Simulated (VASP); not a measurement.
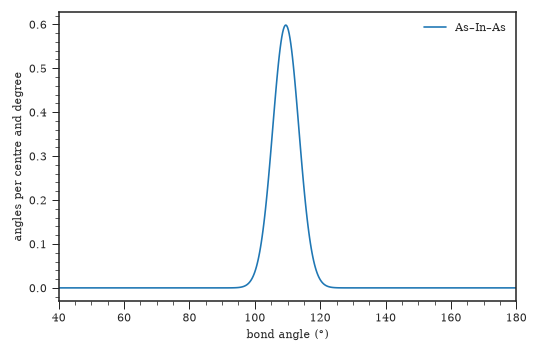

Bond-angle distributions computed from the structure of InAs; each angle is a Gaussian of σ = 4.0°. Bonds counted: As–In up to 3.18 Å. It is based on the geometry relaxed with VASP, VASP Kohn-Sham DFT of a periodic cell, HSEsol, VASP PAW PBE potentials, recommended.

> Give the groups of angles for each curve.

As–In–As: 109° (6 per centre)

> What coordination geometry do the angles point to, counting the bonds named above alone?

In has 4 As neighbours in a tetrahedral arrangement.

The structure has space group F-43m (No. 216); other forms of this composition would give other results.
